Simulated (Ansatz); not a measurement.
Consider CdH.

Input

```
crystal:
  lattice:
    - [1.8613476966, 1.0746495937, 2.2958732197]
    - [-1.8613476966, 1.0746495937, 2.2958732197]
    - [0.0, -2.1492991873, 2.2958732197]
  atoms:
    - { symbol: Cd, position: [0.0, 0.0, 0.0] }
    - { symbol: H, position: [0.5, 0.5, 0.5] }
basis:
  ecutwfc: 420
kpoints:
  mp_grid: { grid: [12, 12, 12] }
hamiltonian:
  xc: pbe
scf:
  occupations: { method: gaussian, width: 0.1 }
output:
  forces: true
  stress: true
  eigenvalues: true
  write_density: true
  write_potential: true
  elf: true
  volumetric_format: npy
relax:
  adjacent_minimum: "off"
  f_tol: 0.025
  max_steps: 70
  cell: { stress_tol: 0.12 }
```

Launched as:

```sh
ansatz run input.yaml --threads 2 --pin off --max-ram 5120MiB --backend cpu --events-out ev --progress --plain --runs-dir out
```

Below, planes, directions and counts refer to the conventional cell (a = 3.70 Å, b = 3.70 Å, c = 6.99 Å, α = 90.00°, β = 90.00°, γ = 120.00°).

The fields are those of the relaxed geometry.

Space group R-3m; a structure from a database of computed crystals, not necessarily the ambient phase; computed without spin polarisation.

Theory: Ansatz 0.2.0, DFT PBE, scalar-relativistic, plane waves, PAW.

Predict the valence pseudo-density and electron localisation function between the atoms.

Answer. Cd–H (2.43 Å): ρ is about 0.25 e/Å³ halfway; the ELF climbs to about 1 towards the hydrogen.

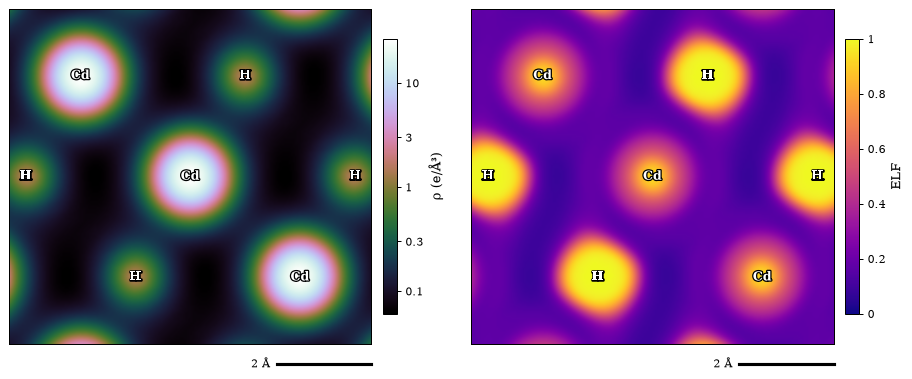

Computed valence pseudo-density and electron localisation function on the (110) plane of the conventional cell, in this order. 

In a PAW calculation such maps are meaningful between the atoms, not at the nuclei.
